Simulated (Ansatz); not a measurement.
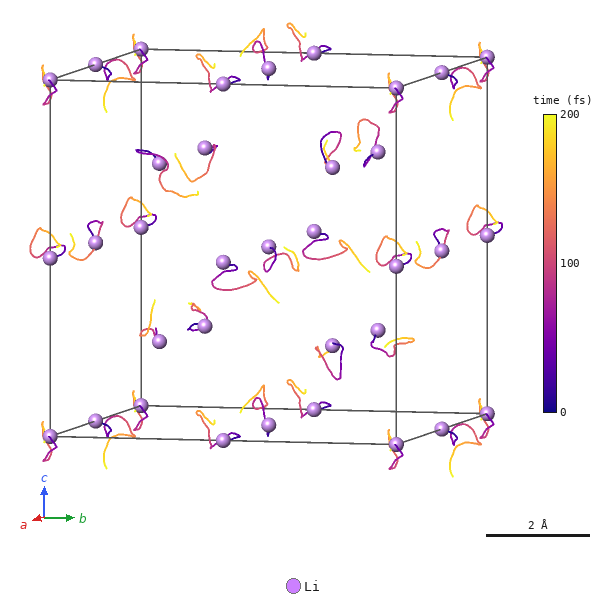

Molecular dynamics of a 16-atom cell of Li, 200 fs long. The cell was cut from the bcc crystal. Lines trace each atom's path, coloured by time; spheres stand at the starting positions. Seen from a free direction in the simulation cell.

Method: DFT PBE, scalar-relativistic, plane waves, PAW in Ansatz. Run with plane-wave cutoff 420 eV; k-point mesh 2 × 2 × 2; Fermi-Dirac smearing 0.1 eV; low-accuracy preset; Langevin thermostat (NVT); set temperature 900 K; time step 1 fs; friction 0.02 per fs.

> Describe the motion.

Root-mean-square distances from the starting positions over the second half, with the common drift of all atoms taken out: Li 0.67 Å. Against the typical shortest distance between atoms in the first frame, about 3.0 Å these are large excursions, but over 200 fs one can't yet tell strong vibration from the start of diffusion. The mean temperature in the second half is 889 K (standard deviation 137 K). The potential energy is still drifting at the end, so the run hasn't reached equilibrium. The potential energy in the second half lies on average 111 meV per atom above the first frame.

Limits of the set-up: the k-point mesh is coarse for a cell with partly filled bands; the program's low-accuracy preset was used.

The run took 11 min on 1 thread of Arm Neoverse V1 (shared host), peak memory 0.5 GiB.
